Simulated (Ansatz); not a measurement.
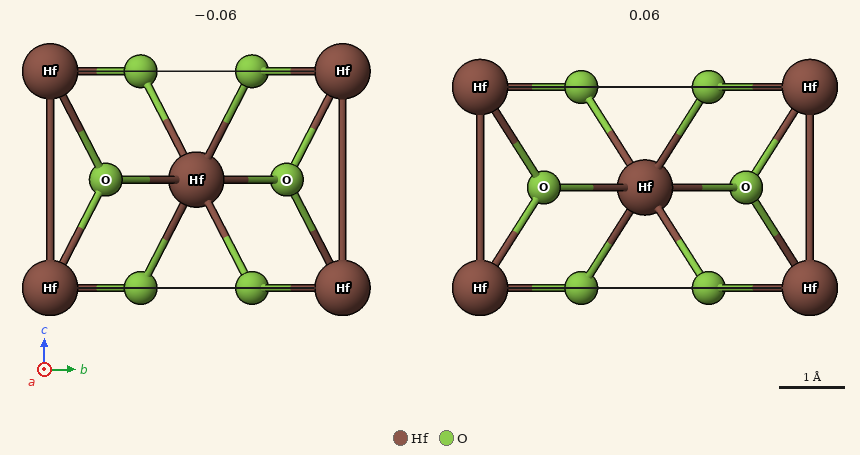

Crystalline HfO2 (set up in P4_2/mnm), under biaxial strain in the a–b plane (c and atoms relaxed), with energies (extrapolated to zero smearing) counted from the relaxed crystal, which is the row at zero. The picture shows the first and the last member. The picture is a ball-and-stick view of the cell of the calculation, seen along the a axis.

Computed with Ansatz 0.2.0: DFT r2SCAN, scalar-relativistic, plane waves, PAW. Set-up: plane-wave cutoff 500 eV; k-point mesh 6 × 6 × 8; occupations gaussian; smearing width 0.02 eV; no spin polarisation; force threshold 0.008 eV/Å.

```json
{"strain": "−0.06", "energy (meV/atom)": "117.64", "a (Å)": "4.548", "c (Å)": "3.370", "band gap (eV)": "4.48"}
{"strain": "−0.04", "energy (meV/atom)": "51.18", "a (Å)": "4.645", "c (Å)": "3.314", "band gap (eV)": "4.61"}
{"strain": "−0.02", "energy (meV/atom)": "?", "a (Å)": "?", "c (Å)": "?", "band gap (eV)": "?"}
{"strain": "0.0", "energy (meV/atom)": "0.00", "a (Å)": "4.838", "c (Å)": "3.220", "band gap (eV)": "4.53"}
{"strain": "0.02", "energy (meV/atom)": "11.78", "a (Å)": "4.935", "c (Å)": "3.183", "band gap (eV)": "4.39"}
{"strain": "0.04", "energy (meV/atom)": "45.38", "a (Å)": "5.032", "c (Å)": "3.151", "band gap (eV)": "4.30"}
{"strain": "0.06", "energy (meV/atom)": "97.58", "a (Å)": "5.128", "c (Å)": "3.125", "band gap (eV)": "4.27"}
```

> Fill in the missing row.

A parabola through three neighbouring rows (−0.06, −0.04, 0.0) gives, with Lagrange weights, (−0.3333)(117.64) + (1.0000)(51.18) + (0.3333)(0.00) = 11.97 meV/atom. The calculation gives 12.50 meV/atom (a = 4.741 Å, c = 3.264 Å). The estimate is 0.53 meV/atom too low. For the gap a parabola through the rows −0.06, −0.04, 0.0 gives 4.63 eV, and the calculation 4.65 eV (semilocal gaps, lower than measured ones as a rule). From the first member to the last: Hf–Hf 3.370 → 3.125 Å, Hf–O 1.991 → 2.225 Å, Hf–O 2.083 → 2.099 Å.

The whole series:

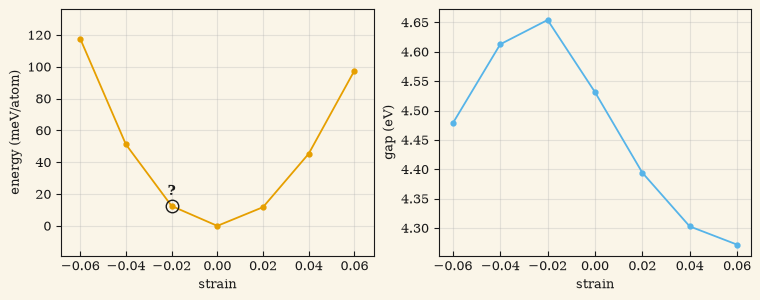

Each member starts from this one structure; whether another phase lies lower wasn't checked.
